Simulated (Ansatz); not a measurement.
**Ti(111) (Fm-3m bulk, 4 atomic planes (those closer than 0.6 Å count as one), 7 Å) with one Ti vacancy in a 2 × 2 cell: images, spectra and barriers**

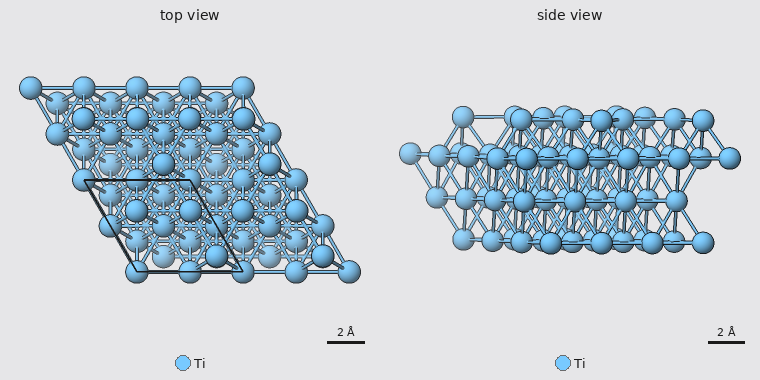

The relaxed structure from above and from the side.

These are results of Ansatz 0.2.0, DFT PBE, scalar-relativistic, plane waves, PAW, not measurements. Cutoff 420 eV, 12 × 12 k-points, Gaussian smearing 0.1 eV, dipole correction. The slab is a cut without reconstruction beyond its cell, at the source's lattice constants, with its lower half held fixed and the rest relaxed. The defects repeat every 5.7 Å and interact, so states at the Fermi level and the work function belong to this dense array. This isn't the element's usual hcp form. No spin polarisation. The run warns that the functional's potential is rough in the thin density of the vacuum, where the tip is; weak contrasts and barriers may feel it.

Model: Tersoff–Hamann, s-wave tip, no tip–sample forces. Bias windows are sharp sums over the levels of the k mesh.

```
Ti
1.0
     5.74171    0.00000    0.00000
    -2.87085    4.97246    0.00000
     0.00000    0.00000   27.03213
Ti
15
Direct
  0.33333 0.16667 0.36993
  0.33333 0.66667 0.36993
  0.83333 0.16667 0.36993
  0.83333 0.66667 0.36993
  0.16667 0.33333 0.45664
  0.16667 0.83333 0.45664
  0.66667 0.33333 0.45664
  0.66667 0.83333 0.45664
  0.99931 0.99965 0.54700
  0.00000 0.50000 0.54511
  0.50035 0.99965 0.54700
  0.50035 0.50069 0.54700
  0.32709 0.66355 0.62496
  0.83645 0.17291 0.62496
  0.83645 0.66355 0.62496
```

The last single point, restarted from the relaxation's density, took 2.2 min on 4 threads of Arm Neoverse V2, with other jobs on the host, peak memory 3.4 GiB.

Part 1: The defect in the image

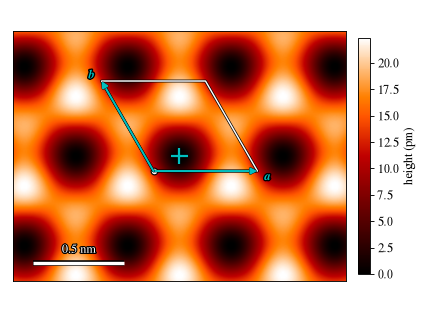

Constant-current image at a set point of 1.8 × 10⁻⁵ e/Å³, sample bias −2.00 V, of Ti(111) (Fm-3m bulk, 4 atomic planes (those closer than 0.6 Å count as one), 7 Å) with one defect or adsorbate in every 2 × 2 cell; the cross marks its site, and a white outline, where drawn, is that cell.

**The feature is a Ti vacancy. How does it appear?**

Its site appears as a dip 22 pm below the bright spots that ring it, and 19 pm below the mean of the area farther than 2.7 Å from it. The brightest spots lie over points 1.6 Å to the side of the top Ti atoms, with weaker maxima over the sites above the Ti atoms 2.2 Å below the top plane away from the vacancy; the darkest points are over the vacancy.

Part 2: One image

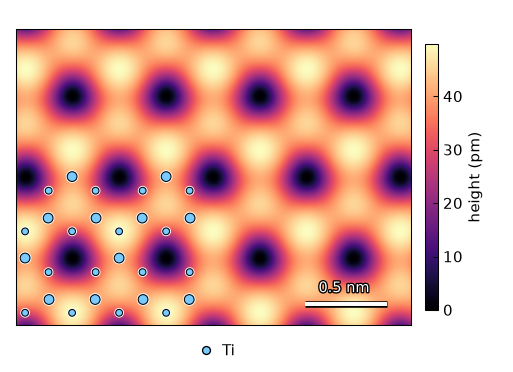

Constant-current image at a set point of 1.0 × 10⁻³ e/Å³ of this surface, sample bias +1.00 V. The atoms seen from above are drawn over one corner (deeper ones smaller).

**Which atoms or sites appear bright, which dark, and how strong is the contrast?**

The brightest spots lie over the sites above the Ti atoms 2.2 Å below the top plane away from the vacancy and points 1.6 Å to the side of the top Ti atoms; the darkest points are over the vacancy. The corrugation is 50 pm at a mean tip height of 3.5 Å.

Part 3: Approach curves

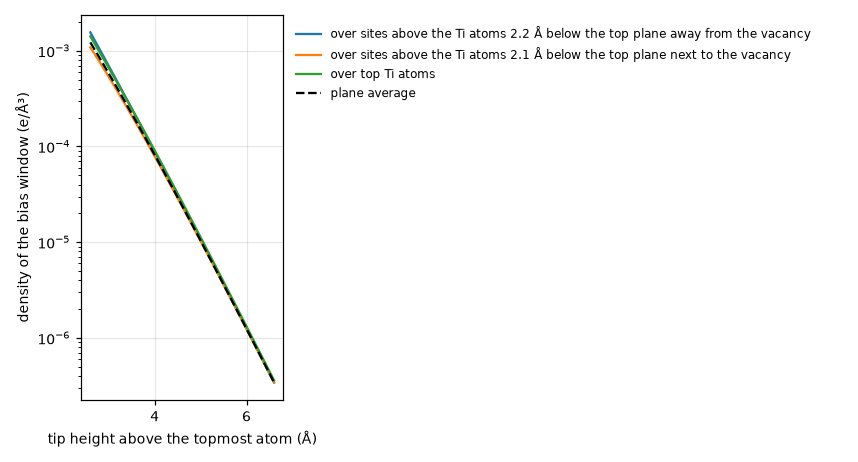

Approach curves over this surface at a sample bias of −0.25 V.

**Estimate the decay constant and the apparent barrier, and compare with the vacuum level, which the run puts 3.80 eV above zero bias.**

Near 4 Å the plane average falls as exp(−2.02 z/Å), a factor of 7.5 per ångström, which gives an apparent barrier of 3.9 eV (0.952 eV Å² times the slope squared). The curve is still bending at 4 Å, since the potential hasn't yet risen to the vacuum level: further out the slope reaches 2.14 per Å, an apparent barrier of 4.4 eV. That far value is above 3.80 eV. The value exceeds even the 4.05 eV between the vacuum level and the deepest states of the window, so their depth alone doesn't explain it. States away from the zone centre decay faster, since their momentum along the surface adds to the barrier, and that may account for the rest.

Part 4: States by depth

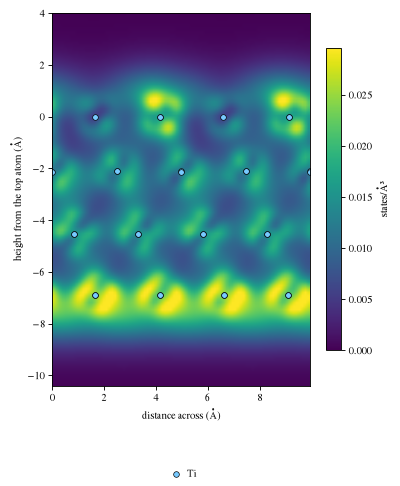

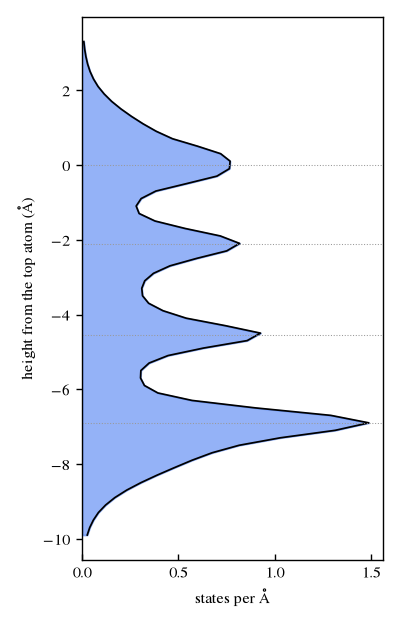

Density of all states between −0.25 and 0.00 eV (zero: the Fermi level) of this surface: side view, averaged along the second cell vector, and the full density summed over planes, the part near the nuclei included (dotted lines mark the atomic planes).

The first picture shows the smooth PAW orbitals' density alone, which lacks about 26 % of these states' charge, near the nuclei; the shares below count all of it.

**Where in the slab do these states sit?**

The window holds 6.1 states per cell. Shares by plane (space cut midway between planes), top to bottom: Ti (3 atoms) 23 %, Ti (4 atoms) 19 %, Ti (4 atoms) 20 %, Ti (4 atoms) 38 %; the outer planes' shares include the vacuum, and density in a gap between layers is shared out between the planes on either side.

Part 5: Bias series

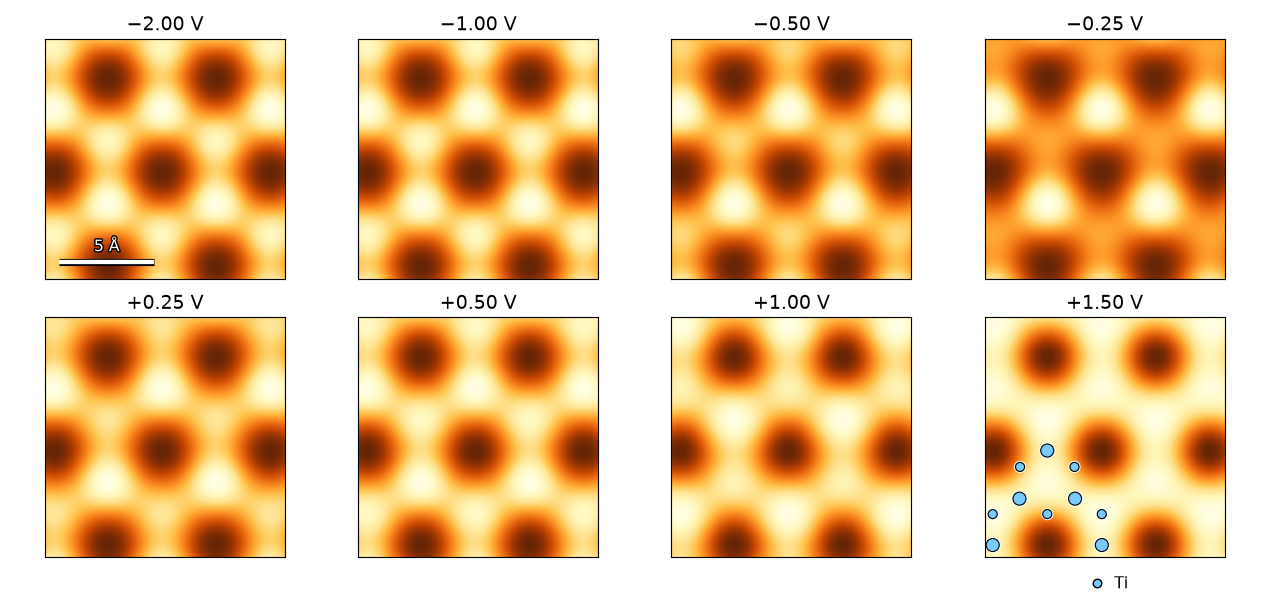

Constant-height images of this surface at 8 sample biases, each on its own colour scale; the last has the atoms seen from above drawn over one corner (deeper ones smaller).

**How do the images change with bias?**

| bias | height (Å) | bright/dark | brightest over |
| --- | --- | --- | --- |
| −2.00 V | 4.0 | 2 | points 1.6 Å to the side of the top Ti atoms |
| −1.00 V | 4.0 | 2.1 | points 1.6 Å to the side of the top Ti atoms |
| −0.50 V | 4.0 | 2.4 | points 1.6 Å to the side of the top Ti atoms |
| −0.25 V | 4.0 | 2.4 | points 1.6 Å to the side of the top Ti atoms |
| +0.25 V | 4.0 | 2.3 | points 1.6 Å to the side of the top Ti atoms |
| +0.50 V | 4.0 | 2 | points 1.6 Å to the side of the top Ti atoms and sites above the Ti atoms 2.2 Å below the top plane away from the vacancy |
| +1.00 V | 4.0 | 1.8 | sites above the Ti atoms 2.2 Å below the top plane away from the vacancy |
| +1.50 V | 4.0 | 2 | sites above the Ti atoms 2.2 Å below the top plane away from the vacancy and points 1.6 Å to the side of the top Ti atoms |

The slab has states at the Fermi level, so this model gives a current down to small biases. Its work function (top face) is 3.80 eV.
